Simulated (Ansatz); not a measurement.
## Ge111Si17: single-point calculation

The run: single-point calculation of Ge111Si17 (128 atoms in the cell). Method and program: DFT, HSE06 with spin-orbit coupling, PAW, plane waves (Ansatz 0.2.0).

The structure was built on a prototype by a generator. The run did not end well.

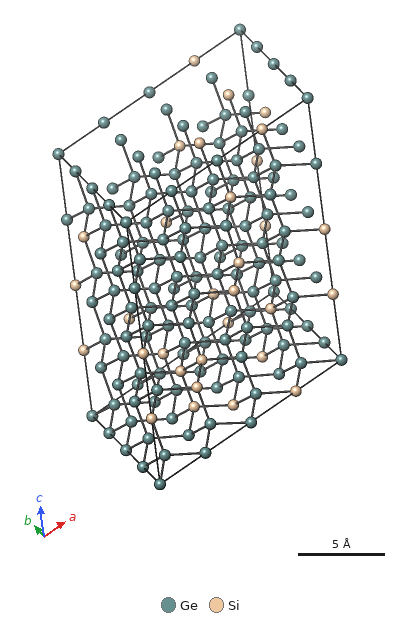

*The input geometry (ball-and-stick view of the cell of the calculation, seen slightly off an axis).*

Input
```yaml
crystal:
  lattice:
    - [0.000000, 11.272913, 11.272913]
    - [11.272913, 0.000000, 11.272913]
    - [11.272913, 11.272913, 0.000000]
  atoms:
    - { symbol: Ge, position: [0.999495, 0.000148, 0.000186] }
    - { symbol: Ge, position: [0.500900, 0.000927, 0.997669] }
    - { symbol: Ge, position: [0.999048, 0.500465, 0.999707] }
    - { symbol: Ge, position: [0.499923, 0.499065, 0.001111] }
    - { symbol: Ge, position: [0.000672, 0.499816, 0.499377] }
    - { symbol: Ge, position: [0.249814, 0.750611, 0.249767] }
    - { symbol: Ge, position: [0.250312, 0.249638, 0.750231] }
    - { symbol: Ge, position: [0.500843, 0.500276, 0.497180] }
    - { symbol: Ge, position: [0.749607, 0.750787, 0.249415] }
    - { symbol: Ge, position: [0.748973, 0.249246, 0.751506] }
    - { symbol: Ge, position: [0.249771, 0.750005, 0.749768] }
    - { symbol: Ge, position: [0.747442, 0.750341, 0.751625] }
    - { symbol: Ge, position: [0.061237, 0.061672, 0.065733] }
    - { symbol: Ge, position: [0.563373, 0.064785, 0.061041] }
    - { symbol: Ge, position: [0.062963, 0.561680, 0.062548] }
    - { symbol: Ge, position: [0.061875, 0.061180, 0.560614] }
    - { symbol: Ge, position: [0.310682, 0.313223, 0.309804] }
    - { symbol: Ge, position: [0.565465, 0.561742, 0.061575] }
    - { symbol: Ge, position: [0.811234, 0.311545, 0.311248] }
    - { symbol: Ge, position: [0.062279, 0.562988, 0.562599] }
    - { symbol: Ge, position: [0.312145, 0.815306, 0.311716] }
    - { symbol: Ge, position: [0.313108, 0.311631, 0.813663] }
    - { symbol: Ge, position: [0.562486, 0.562265, 0.562453] }
    - { symbol: Ge, position: [0.812957, 0.812479, 0.312421] }
    - { symbol: Ge, position: [0.812405, 0.312482, 0.812804] }
    - { symbol: Ge, position: [0.313012, 0.812036, 0.812760] }
    - { symbol: Ge, position: [0.814324, 0.812213, 0.811511] }
    - { symbol: Ge, position: [0.251737, 0.250653, 0.002289] }
    - { symbol: Ge, position: [0.496769, 0.001945, 0.250101] }
    - { symbol: Ge, position: [0.749359, 0.249686, 0.000509] }
    - { symbol: Ge, position: [0.001102, 0.499078, 0.250022] }
    - { symbol: Ge, position: [0.249933, 0.749232, 0.000563] }
    - { symbol: Ge, position: [0.999542, 0.999163, 0.749553] }
    - { symbol: Ge, position: [0.250651, 0.249872, 0.498446] }
    - { symbol: Ge, position: [0.501813, 0.500477, 0.250544] }
    - { symbol: Ge, position: [0.750745, 0.749817, 0.999359] }
    - { symbol: Ge, position: [0.503165, 0.999101, 0.748433] }
    - { symbol: Ge, position: [0.750669, 0.249238, 0.499295] }
    - { symbol: Ge, position: [0.999240, 0.500478, 0.750789] }
    - { symbol: Ge, position: [0.248792, 0.751272, 0.499873] }
    - { symbol: Ge, position: [0.499954, 0.499412, 0.750573] }
    - { symbol: Ge, position: [0.749351, 0.750706, 0.499920] }
    - { symbol: Ge, position: [0.064246, 0.059335, 0.313389] }
    - { symbol: Ge, position: [0.561075, 0.062075, 0.315672] }
    - { symbol: Ge, position: [0.810379, 0.314164, 0.064573] }
    - { symbol: Ge, position: [0.065805, 0.561802, 0.311420] }
    - { symbol: Ge, position: [0.313480, 0.812423, 0.061849] }
    - { symbol: Ge, position: [0.062967, 0.062061, 0.811948] }
    - { symbol: Ge, position: [0.313564, 0.311781, 0.561856] }
    - { symbol: Ge, position: [0.811427, 0.815458, 0.061500] }
    - { symbol: Ge, position: [0.812664, 0.312035, 0.562488] }
    - { symbol: Ge, position: [0.061816, 0.565630, 0.811277] }
    - { symbol: Ge, position: [0.312797, 0.813457, 0.561380] }
    - { symbol: Ge, position: [0.562272, 0.563397, 0.812799] }
    - { symbol: Ge, position: [0.811450, 0.813051, 0.563139] }
    - { symbol: Ge, position: [0.999067, 0.249901, 0.001376] }
    - { symbol: Ge, position: [0.749762, 0.000416, 0.250002] }
    - { symbol: Ge, position: [0.999808, 0.750034, 0.999344] }
    - { symbol: Ge, position: [0.000979, 0.249148, 0.498886] }
    - { symbol: Ge, position: [0.501684, 0.750386, 0.996620] }
    - { symbol: Ge, position: [0.251044, 0.999781, 0.749054] }
    - { symbol: Ge, position: [0.501758, 0.245872, 0.500265] }
    - { symbol: Ge, position: [0.747094, 0.500154, 0.250112] }
    - { symbol: Ge, position: [0.748233, 0.000428, 0.750567] }
    - { symbol: Ge, position: [0.999534, 0.751328, 0.500141] }
    - { symbol: Ge, position: [0.250173, 0.500089, 0.749459] }
    - { symbol: Ge, position: [0.500341, 0.750582, 0.500334] }
    - { symbol: Ge, position: [0.750039, 0.500016, 0.750398] }
    - { symbol: Ge, position: [0.063532, 0.312453, 0.062573] }
    - { symbol: Ge, position: [0.561170, 0.310778, 0.061471] }
    - { symbol: Ge, position: [0.814327, 0.064662, 0.310643] }
    - { symbol: Ge, position: [0.062457, 0.812609, 0.062077] }
    - { symbol: Ge, position: [0.062900, 0.311798, 0.562299] }
    - { symbol: Ge, position: [0.312501, 0.561226, 0.310747] }
    - { symbol: Ge, position: [0.563031, 0.812565, 0.061520] }
    - { symbol: Ge, position: [0.314086, 0.061797, 0.812479] }
    - { symbol: Ge, position: [0.562895, 0.311307, 0.562360] }
    - { symbol: Ge, position: [0.812674, 0.562101, 0.311612] }
    - { symbol: Ge, position: [0.811297, 0.061359, 0.815265] }
    - { symbol: Ge, position: [0.060586, 0.814684, 0.564505] }
    - { symbol: Ge, position: [0.312537, 0.561687, 0.813473] }
    - { symbol: Ge, position: [0.561559, 0.816238, 0.562245] }
    - { symbol: Ge, position: [0.811072, 0.561876, 0.815721] }
    - { symbol: Ge, position: [0.249851, 0.000442, 0.001093] }
    - { symbol: Ge, position: [0.999958, 0.248580, 0.250604] }
    - { symbol: Ge, position: [0.251654, 0.495627, 0.002139] }
    - { symbol: Ge, position: [0.250993, 0.001887, 0.495554] }
    - { symbol: Ge, position: [0.499221, 0.250433, 0.249808] }
    - { symbol: Ge, position: [0.747559, 0.001429, 0.499677] }
    - { symbol: Ge, position: [0.000860, 0.749887, 0.249879] }
    - { symbol: Ge, position: [0.999982, 0.249831, 0.749895] }
    - { symbol: Ge, position: [0.250244, 0.499714, 0.499141] }
    - { symbol: Ge, position: [0.500398, 0.747965, 0.250218] }
    - { symbol: Ge, position: [0.501197, 0.246862, 0.750856] }
    - { symbol: Ge, position: [0.750130, 0.499883, 0.499768] }
    - { symbol: Ge, position: [0.501278, 0.751994, 0.750625] }
    - { symbol: Ge, position: [0.312393, 0.062228, 0.065663] }
    - { symbol: Ge, position: [0.811124, 0.061468, 0.061569] }
    - { symbol: Ge, position: [0.066572, 0.310680, 0.310446] }
    - { symbol: Ge, position: [0.311913, 0.561172, 0.065269] }
    - { symbol: Ge, position: [0.315746, 0.061754, 0.560486] }
    - { symbol: Ge, position: [0.565452, 0.311281, 0.311640] }
    - { symbol: Ge, position: [0.810686, 0.561666, 0.061711] }
    - { symbol: Ge, position: [0.814430, 0.061430, 0.561909] }
    - { symbol: Ge, position: [0.061436, 0.815994, 0.311716] }
    - { symbol: Ge, position: [0.062317, 0.312307, 0.813130] }
    - { symbol: Ge, position: [0.312819, 0.563149, 0.561090] }
    - { symbol: Ge, position: [0.561519, 0.813379, 0.312235] }
    - { symbol: Ge, position: [0.560491, 0.311143, 0.816281] }
    - { symbol: Ge, position: [0.812588, 0.562874, 0.562384] }
    - { symbol: Ge, position: [0.061426, 0.811150, 0.811259] }
    - { symbol: Si, position: [0.999808, 0.999307, 0.499303] }
    - { symbol: Si, position: [0.252248, 0.247408, 0.247404] }
    - { symbol: Si, position: [0.501050, 0.001167, 0.500862] }
    - { symbol: Si, position: [0.750269, 0.249676, 0.249320] }
    - { symbol: Si, position: [0.562218, 0.060762, 0.562324] }
    - { symbol: Si, position: [0.999793, 0.000762, 0.250618] }
    - { symbol: Si, position: [0.315071, 0.309890, 0.065206] }
    - { symbol: Si, position: [0.562330, 0.562906, 0.312421] }
    - { symbol: Si, position: [0.562904, 0.061718, 0.811885] }
    - { symbol: Si, position: [0.250628, 0.000910, 0.251234] }
    - { symbol: Si, position: [0.497187, 0.249785, 0.001430] }
    - { symbol: Si, position: [0.250428, 0.498683, 0.249675] }
    - { symbol: Si, position: [0.311032, 0.064776, 0.309606] }
    - { symbol: Si, position: [0.748705, 0.000683, 0.999953] }
    - { symbol: Si, position: [0.749692, 0.499162, 0.000399] }
    - { symbol: Si, position: [0.999156, 0.750643, 0.749218] }
    - { symbol: Si, position: [0.562992, 0.813867, 0.812040] }
kpoints:
  mp_grid: { grid: [1, 1, 1] }
hamiltonian:
  xc: hse06
magnetization:
  noncollinear: true
  spin_orbit: true
scf:
  occupations: { method: fermi_dirac, width: 0.01 }
output:
  forces: true
  eigenvalues: true
  populations: true
  eigenstates: { kpoints: [[0, 0, 0]], e_range: [-6.0, 6.0], localisation: true }
```

Run on 1 × NVIDIA GB300 Max-Q, 8 threads of Arm Neoverse-V2, 125 GiB of memory available, shared host.

Run as:
```bash
ansatz run in.yaml --threads 8 --pin off --max-ram 118750MiB --runs-dir r --events-out ev --progress --plain --backend cuda --devices 0,
```

What the program printed
```
Pseudopotentials: kind: paw_fr
Functional definition: HSE06
  parameter a = 0.25
  parameter omega = 0.11/bohr
  exchange = pbe_x - a*pbe_x_sr(omega) + a*exact_x_sr(omega)
  correlation = pbe_c
non-collinear run that drives no moment, with spin-orbit: no starting moment large enough to seed its density (crystal.atoms[].spin), no starting occupations that ask for one, no magnetisation constraint and no magnetic field, so the semilocal B_xc is pinned to zero
Error: memory limit exceeded: the `cold-start seed` phase of `eigenstates` needs 132.96 GiB against the run's memory maximum of 115.97 GiB; largest carriers: fock fold scratch 78.84 GiB, exchange sum transients 34.38 GiB, wavefunctions 3.59 GiB, source scf state 3.32 GiB, fock little-group-averaged channel 3.26 GiB; a later phase of this entry needs more than this one; wavefunction blocks cannot b
with nothing else changed it takes a maximum of at least 132.97 GiB, with nothing to spare, and 146.26 GiB leaves up to a tenth: --max-ram 146.26GiB where that set the maximum, else more of the term that did, and with no share typed, where 146.26 GiB is over 0.88 of the host's memory or its container's limit, a share of 0.88 or more that holds the maximum too (--max-ram-frac F), where one does; Th
`eigenstates` follows the SCF: where the deck gives it k-points, a mesh or a band count of its own, those are what to reduce (not on a resume, whose deck is fixed)
```

What the run reported

```json
{"quantity": "outcome", "value": "ended with an error"}
{"quantity": "space group (tolerance 0.01 Å)", "value": "P1 (1)"}
{"quantity": "wall time", "value": "3.7 s (CPU time 6.3 s)"}
```

The run ended with an error: “memory limit exceeded: the `cold-start seed` phase of `eigenstates` needs 132.96 GiB against the run's memory maximum of 115.97 GiB; largest carriers: fock fold scratch 78.84 GiB, exchange sum transients 34.38 GiB, wavefunctions 3.59 GiB, source scf state 3.32 GiB, fock little-group-averaged channel 3.26 GiB; a later phase of this entry needs more than this one …”
